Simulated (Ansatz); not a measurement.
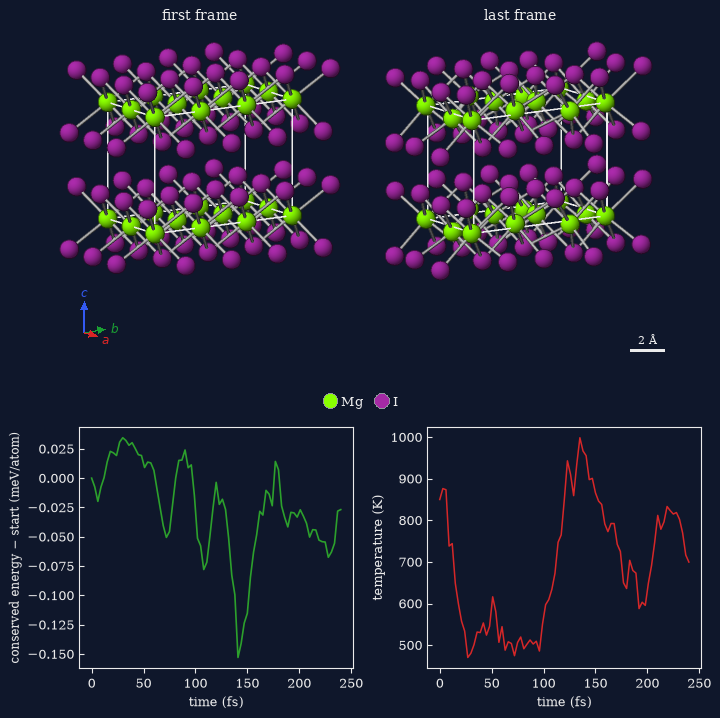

A Born-Oppenheimer molecular dynamics run of an 18-atom cell of MgI2 (set up in P-3m1), 240 fs long. The picture is a ball-and-stick view of the simulation cell, seen slightly off an axis. Bonds to atoms that aren't drawn are left out.

Theory: Ansatz, DFT LDA, scalar-relativistic, plane waves, PAW. Set-up: plane-wave cutoff 420 eV; k-point mesh 1 × 1 × 1; Fermi-Dirac smearing 0.05 eV; low-accuracy preset; Langevin thermostat and barostat (NPT); set temperature 900 K; time step 3 fs; friction 0.005 per fs; target pressure 1 GPa.

### Is this trajectory numerically sound?

The conserved quantity stays between −0.15 and 0.034 meV per atom of its start. A straight-line fit has a slope that amounts to −0.072 meV per atom over 240 fs (under 0.1 % of the mean kinetic energy), and the ripple about it is 0.2 % of the kinetic energy's fluctuation. With a drift under 2 % and a ripple under 7 %, the integration is accurate. Over the second half the temperature averages 787 K (spread ±105 K). The potential energy is still drifting at the end, so the run hasn't reached equilibrium. The potential energy in the second half lies on average 77.1 meV per atom above the first frame. The mean pressure there is 1.6 GPa. The volume ends −8.3 % from the start.

Limits of the set-up: the program's low-accuracy preset was used.

The run took 12 min on 2 threads of Intel(R) Xeon(R) Processor @ 2.50GHz (Skylake/Cascade Lake) (shared host), peak memory 0.67 GiB.
